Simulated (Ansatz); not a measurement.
RbBr

```
Rb Br
1.0
     3.42750   -3.42750    0.00000
     0.00000    0.00000   -6.85500
     3.42750    3.42750    0.00000
Rb Br
2 2
Direct
  0.50000 0.50000 0.43811
  0.00000 0.00000 0.93811
  0.00000 0.50000 0.00000
  0.50000 0.00000 0.50000
```

Space group Imm2; changed on purpose from its base cell (atom 1 (Rb) moved by (-0.300, +0.000) A along [1 1 0] and z); not relaxed (largest force 0.3 eV/Å).

All numbers below come from DFT LDA, scalar-relativistic, plane waves, PAW in Ansatz 0.2.0.

> Predict the valence pseudo-density and electron localisation function between the atoms.

Rb–Br (3.22 Å): the density is about 0.12 e/Å³ at the midpoint; the ELF is about 0.10 at the midpoint (a largely ionic contact).
Rb–Br (3.65 Å): the density is about 0.06 e/Å³ at the midpoint; the ELF is about 0.05 at the midpoint: a largely ionic contact.

> Metal or insulator at this level of theory?

It is gapped, with a Kohn–Sham gap of 4.0 eV on the k-point mesh (the band edges may lie off the mesh, which would make the gap smaller).

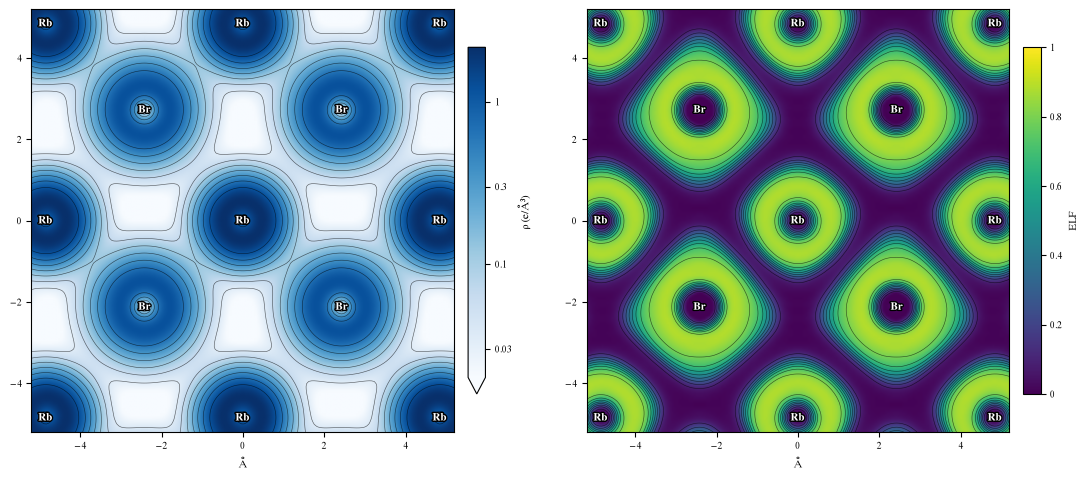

Computed valence pseudo-density and electron localisation function on the (010) plane of the conventional cell, in this order. 

In a PAW calculation such maps are meaningful between the atoms, not at the nuclei.
